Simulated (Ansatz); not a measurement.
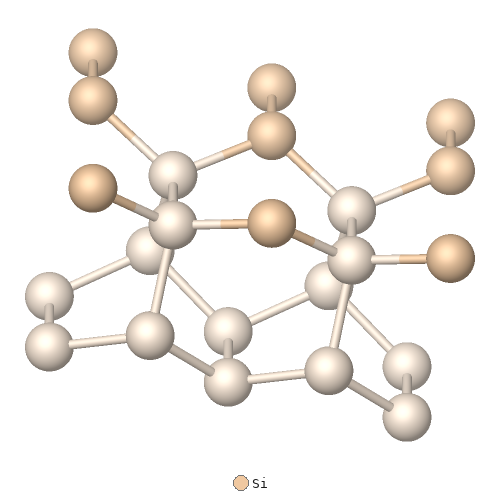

The system is N₂ on a Si(100) slab cut from the P6_3/mmc phase, its upper half relaxed before the scan (16 atoms of substrate and one adsorbate in a 2 × 1 cell); the picture shows it without the atoms that are moved over the map. N2 is moved over the surface cell at a fixed height above a rigid substrate; the origin of the map has the adsorbate above Si13; the height is held at 3.70 Å. Places are given modulo a cell vector. The map is drawn in real space over the plane of the surface. The scan uses a 4 × 4 grid; 12 points were computed and 4 follow by symmetry. Places are given in fractions of the 1 × 1 surface cell. Energies are in meV, from the lowest grid point. At a fixed height the lowest place need not be the adsorption site. These are results of DFT PBE+D3(BJ), scalar-relativistic, plane waves, PAW (Ansatz), not measurements. Settings: cutoff 420 eV, k-mesh 4×4×1, gaussian smearing 0.05 eV, no spin polarisation.

Range: position of N17 along the first surface vector from 0.00 to 0.75; position of N17 along the second surface vector from 0.00 to 0.75.

> What landscape does the calculation give?

The lowest grid point is at (2/4, 1/4) of the cell vectors. The highest grid point, (0/4, 3/4) of the cell vectors, lies 31.1 meV above the lowest.

```
second ↓, first →   0/4   1/4  2/4   3/4
              3/4  31.1  16.6  3.5  16.6
              2/4  10.8   5.8  1.0   5.8
              1/4   5.0   2.5  0.0   2.5
              0/4  23.4  12.5  2.5  12.5
```

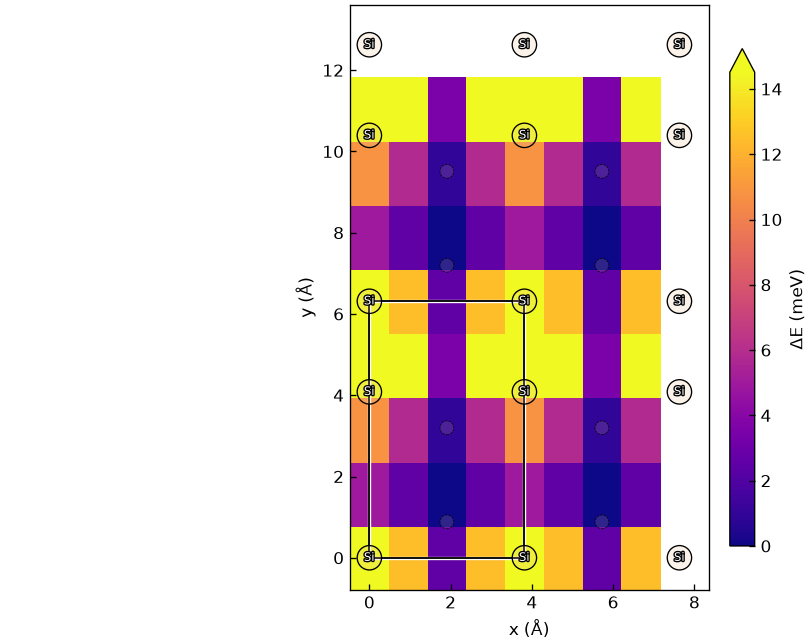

Drawn: one coloured cell a grid point, labelled circles for the atoms of the top layer and small ones for the second layer, the outline of one cell of the 2 × 2 shown, one colour for all values above the top of the scale.

Time for the 12 points that were run: 20 min on 1 thread of Arm Neoverse N1 (shared host).

PAW datasets: the set soft_1.
